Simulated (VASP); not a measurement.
**Geometry relaxation of KMgF3 (part 2 of 2)**

Continued. System: KMgF3 (Pm-3m, 5 atoms in the cell). Method: Kohn-Sham DFT of a periodic cell, r2SCAN, VASP PAW PBE potentials, recommended, no spin polarisation (VASP 6.6.1); cutoff 600 eV, 6×6×6 k-mesh, Gaussian smearing of 0.02 eV. The structure derives from an entry of the Crystallography Open Database.

Geometry of the input (Å; fractional positions):
```
3.9859  0.0000  0.0000
0.0000  3.9859  0.0000
0.0000  0.0000  3.9859
K  0.5000  0.5000  0.5000
Mg 0.0000  0.0000  0.0000
F  0.0000  0.0000  0.5000
F  0.0000  0.5000  0.0000
F  0.5000  0.0000  0.0000
```

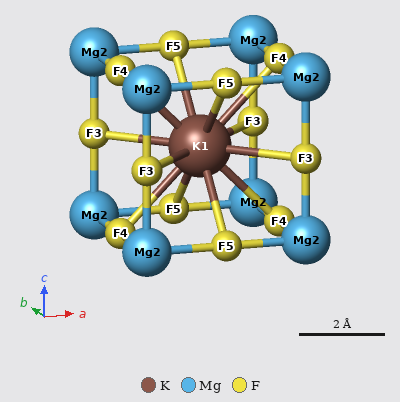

Fig. 1: The geometry at step 1 of the log (ball-and-stick view of the cell of the calculation, seen slightly off an axis; atoms are numbered from 1 in the order of the input).

**Parts of OUTCAR, continued**
```
 Free energy of the ion-electron system (eV)
  ---------------------------------------------------
  ext. energy  EPLUGINS =         0.00000000
  ---------------------------------------------------
  free energy    TOTEN  =       -37.42611461 eV

  energy without entropy =      -37.42611461  energy(sigma->0) =      -37.42611461

------------------------ aborting loop because EDIFF is reached ----------------------------------------

  FORCE on cell =-STRESS in cart. coord.  units (eV):
  Direction    XX          YY          ZZ          XY          YZ          ZX
  --------------------------------------------------------------------------------------
  -------------------------------------------------------------------------------------
  Total       -0.4048200     -0.4048200     -0.4048200      0.0000000     -0.0000000      0.0000000
  in kB      -10.2422018    -10.2422018    -10.2422018      0.0000000     -0.0000000      0.0000000
  external PRESSURE =     -10.2422018 kB  Pullay stress =       0.0000000 kB

 VOLUME and BASIS-vectors are now :
 -----------------------------------------------------------------------------
  energy-cutoff  :      600.00
  volume of cell :       63.33
      direct lattice vectors                 reciprocal lattice vectors
     3.985900000  0.000000000  0.000000000     0.250884367  0.000000000  0.000000000
     0.000000000  3.985900000  0.000000000     0.000000000  0.250884367  0.000000000
     0.000000000  0.000000000  3.985900000     0.000000000  0.000000000  0.250884367

 POSITION                                       TOTAL-FORCE (eV/Angst)
 -----------------------------------------------------------------------------------
      1.99295      1.99295      1.99295         0.000000      0.000000      0.000000
      0.00000      0.00000      0.00000         0.000000      0.000000      0.000000
      0.00000      0.00000      1.99295         0.000000      0.000000      0.000000
      0.00000      1.99295      0.00000         0.000000      0.000000      0.000000
      1.99295      0.00000      0.00000         0.000000      0.000000      0.000000
 -----------------------------------------------------------------------------------
    total drift:                                0.000000      0.000000     -0.000000

  FREE ENERGIE OF THE ION-ELECTRON SYSTEM (eV)
  ---------------------------------------------------
  free  energy   TOTEN  =       -37.4261146134 eV

  energy  without entropy=      -37.4261146134  energy(sigma->0) =      -37.42611461

--------------------------------------- Ionic step        2  -------------------------------------------

 number of electron      31.9999997 magnetization

 Free energy of the ion-electron system (eV)
  ---------------------------------------------------
  ext. energy  EPLUGINS =         0.00000000
  ---------------------------------------------------
  free energy    TOTEN  =       -37.42880653 eV

  energy without entropy =      -37.42880653  energy(sigma->0) =      -37.42880653

 E-fermi :  -2.0726     XC(G=0): -10.2668     alpha+bet : -9.8426

 val. band max:       -2.1625676057   @ k =   0.5000   0.5000   0.5000
 cond. band min:       6.1826680381   @ k =   0.0000   0.0000   0.0000
 fundamental gap:      8.3452356438
 Fermi energy:        -2.0725596518

 k-point     1 :       0.0000    0.0000    0.0000
  band No.  band energies     occupation
      1     -28.7335      2.00000
      2     -23.4340      2.00000
      3     -22.7878      2.00000
      4     -22.7878      2.00000
      5     -11.4622      2.00000
      6     -11.4622      2.00000
      7     -11.4622      2.00000
      8      -4.6041      2.00000
      9      -4.6041      2.00000
     10      -4.6041      2.00000
     11      -2.8085      2.00000
     12      -2.8085      2.00000
     13      -2.8085      2.00000
     14      -2.4831      2.00000
     15      -2.4831      2.00000
     16      -2.4831      2.00000
     17       6.1827      0.00000
     18       8.6982      0.00000
     19       8.6982      0.00000
     20      11.0431      0.00000

 k-point     2 :       0.1667    0.0000    0.0000
  band No.  band energies     occupation
      1     -28.7258      2.00000
      2     -23.4044      2.00000
      3     -22.8244      2.00000
      4     -22.7858      2.00000
      5     -11.4580      2.00000
      6     -11.4479      2.00000
      7     -11.4479      2.00000
      8      -4.5778      2.00000
      9      -4.5715      2.00000
     10      -4.5715      2.00000
     11      -2.8707      2.00000
     12      -2.8638      2.00000
     13      -2.8638      2.00000
     14      -2.7356      2.00000
     15      -2.5381      2.00000
     16      -2.5381      2.00000
     17       6.6692      0.00000
     18       8.9504      0.00000
     19       9.0120      0.00000
     20      11.1759      0.00000

 k-point     3 :       0.3333    0.0000    0.0000
  band No.  band energies     occupation
      1     -28.7103      2.00000
      2     -23.3321      2.00000
      3     -22.9105      2.00000
      4     -22.7818      2.00000
      5     -11.4496      2.00000
      6     -11.4191      2.00000
      7     -11.4191      2.00000
      8      -4.5009      2.00000
      9      -4.5009      2.00000
     10      -4.4637      2.00000
     11      -3.2711      2.00000
     12      -2.9914      2.00000
     13      -2.9793      2.00000
     14      -2.9793      2.00000
     15      -2.6460      2.00000
     16      -2.6460      2.00000
     17       7.8596      0.00000
     18       9.4856      0.00000
     19       9.5929      0.00000
     20      11.4784      0.00000

 k-point     4 :       0.5000    0.0000    0.0000
  band No.  band energies     occupation
      1     -28.7025      2.00000
      2     -23.2830      2.00000
      3     -22.9665      2.00000
      4     -22.7798      2.00000
      5     -11.4455      2.00000
      6     -11.4045      2.00000
      7     -11.4045      2.00000
      8      -4.4625      2.00000
      9      -4.4625      2.00000
     10      -4.3308      2.00000
     11      -3.6023      2.00000
     12      -3.0500      2.00000
     13      -3.0400      2.00000
     14      -3.0400      2.00000
     15      -2.6995      2.00000
     16      -2.6995      2.00000
     17       8.9285      0.00000
     18       9.4366      0.00000
     19       9.7726      0.00000
     20      11.6545      0.00000

 k-point     5 :       0.1667    0.1667    0.0000
  band No.  band energies     occupation
      1     -28.7187      2.00000
      2     -23.3734      2.00000
      3     -22.8390      2.00000
      4     -22.8038      2.00000
      5     -11.4790      2.00000
      6     -11.4342      2.00000
      7     -11.4271      2.00000
      8      -4.7705      2.00000
      9      -4.5294      2.00000
     10      -4.3167      2.00000
     11      -3.1602      2.00000
     12      -2.9155      2.00000
     13      -2.8956      2.00000
     14      -2.7699      2.00000
     15      -2.6040      2.00000
     16      -2.5108      2.00000
     17       7.1022      0.00000
     18       9.1965      0.00000
     19       9.3051      0.00000
     20      11.2183      0.00000

 [... the levels of 14 k-points are left out ...]

 k-point    20 :       0.5000    0.5000    0.5000
  band No.  band energies     occupation
      1     -28.6671      2.00000
      2     -22.9692      2.00000
      3     -22.9692      2.00000
      4     -22.9692      2.00000
      5     -11.6525      2.00000
      6     -11.6525      2.00000
      7     -11.6525      2.00000
      8      -6.0519      2.00000
      9      -3.8570      2.00000
     10      -3.8570      2.00000
     11      -3.8570      2.00000
     12      -3.2919      2.00000
     13      -3.2919      2.00000
     14      -2.1626      2.00000
     15      -2.1626      2.00000
     16      -2.1626      2.00000
     17       9.2643      0.00000
     18       9.2643      0.00000
     19       9.2643      0.00000
     20      13.0876      0.00000

------------------------ aborting loop because EDIFF is reached ----------------------------------------

  FORCE on cell =-STRESS in cart. coord.  units (eV):
  Direction    XX          YY          ZZ          XY          YZ          ZX
  --------------------------------------------------------------------------------------
  -------------------------------------------------------------------------------------
  Total       -0.0488599     -0.0488599     -0.0488599      0.0000000     -0.0000000      0.0000000
  in kB       -1.2507850     -1.2507850     -1.2507850      0.0000000     -0.0000000      0.0000000
  external PRESSURE =      -1.2507850 kB  Pullay stress =       0.0000000 kB

 VOLUME and BASIS-vectors are now :
 -----------------------------------------------------------------------------
  energy-cutoff  :      600.00
  volume of cell :       62.59
      direct lattice vectors                 reciprocal lattice vectors
     3.970331401  0.000000000  0.000000000     0.251868144 -0.000000000  0.000000000
     0.000000000  3.970331401  0.000000000    -0.000000000  0.251868144  0.000000000
    -0.000000000 -0.000000000  3.970331401    -0.000000000 -0.000000000  0.251868144

 POSITION                                       TOTAL-FORCE (eV/Angst)
 -----------------------------------------------------------------------------------
      1.98517      1.98517      1.98517         0.000000     -0.000000      0.000000
      0.00000      0.00000      0.00000        -0.000000      0.000000      0.000000
     -0.00000     -0.00000      1.98517        -0.000000     -0.000000      0.000000
      0.00000      1.98517      0.00000         0.000000      0.000000      0.000000
      1.98517      0.00000      0.00000        -0.000000      0.000000      0.000000
 -----------------------------------------------------------------------------------
    total drift:                                0.000000      0.000000     -0.000000

  FREE ENERGIE OF THE ION-ELECTRON SYSTEM (eV)
  ---------------------------------------------------
  free  energy   TOTEN  =       -37.4288065260 eV

  energy  without entropy=      -37.4288065260  energy(sigma->0) =      -37.42880653

 reached required accuracy - stopping structural energy minimisation
```

**CONTCAR**
```
KMgF3
   1.00000000000000
     3.9703314010721491    0.0000000000000000    0.0000000000000000
     0.0000000000000000    3.9703314010721491    0.0000000000000000
    -0.0000000000000000   -0.0000000000000000    3.9703314010721491
  K               Mg              F
     1     1     3
Direct
     0.5000000000000000    0.5000000000000000    0.5000000000000000
     0.0000000000000000    0.0000000000000000    0.0000000000000000
     0.0000000000000000    0.0000000000000000    0.5000000000000000
     0.0000000000000000    0.5000000000000000    0.0000000000000000
     0.5000000000000000    0.0000000000000000    0.0000000000000000

  0.00000000E+00  0.00000000E+00  0.00000000E+00
  0.00000000E+00  0.00000000E+00  0.00000000E+00
  0.00000000E+00  0.00000000E+00  0.00000000E+00
  0.00000000E+00  0.00000000E+00  0.00000000E+00
  0.00000000E+00  0.00000000E+00  0.00000000E+00
```

**Trajectory as extended XYZ (Å, eV, eV/Å), 2 frames, from step=0 to step=1**
```
5
Lattice="3.9859 0.0000 0.0000 0.0000 3.9859 0.0000 0.0000 0.0000 3.9859" Properties=species:S:1:pos:R:3:forces:R:3 step=0 energy=-37.42611
K     1.9929    1.9929    1.9929    0.0000   0.0000   0.0000
Mg    0.0000    0.0000    0.0000    0.0000   0.0000   0.0000
F     0.0000    0.0000    1.9929    0.0000   0.0000   0.0000
F     0.0000    1.9929    0.0000    0.0000   0.0000   0.0000
F     1.9929    0.0000    0.0000    0.0000   0.0000   0.0000
5
Lattice="3.9703 0.0000 0.0000 0.0000 3.9703 0.0000 -0.0000 -0.0000 3.9703" Properties=species:S:1:pos:R:3:forces:R:3 step=1 energy=-37.42881
K     1.9852    1.9852    1.9852    0.0000   0.0000   0.0000
Mg    0.0000    0.0000    0.0000    0.0000   0.0000   0.0000
F     0.0000    0.0000    1.9852    0.0000   0.0000   0.0000
F     0.0000    1.9852    0.0000    0.0000   0.0000   0.0000
F     1.9852    0.0000    0.0000    0.0000   0.0000   0.0000
```

**Results in brief**

| quantity | value |
| --- | --- |
| outcome | converged |
| space group (tolerance 0.01 Å) | Pm-3m (221) |
| electrons treated | 32 |
| free energy | −37.4288 eV |
| gap on the k-point mesh | 8.35 eV |
| pressure | −0.13 GPa |
| final volume | 62.59 Å³ |
| largest force (length of the vector) at the end | under 0.001 eV/Å |
| final cell | a = 3.970 Å, b = 3.970 Å, c = 3.970 Å, α = 90.00°, β = 90.00°, γ = 90.00° |
| hardware | 2 threads of Intel Xeon @ 2.90GHz (Ice Lake), 360 GiB of memory available, shared host |
| wall time | 2.2 min (CPU time 4.4 min) |
| peak memory | 0.21 GiB |
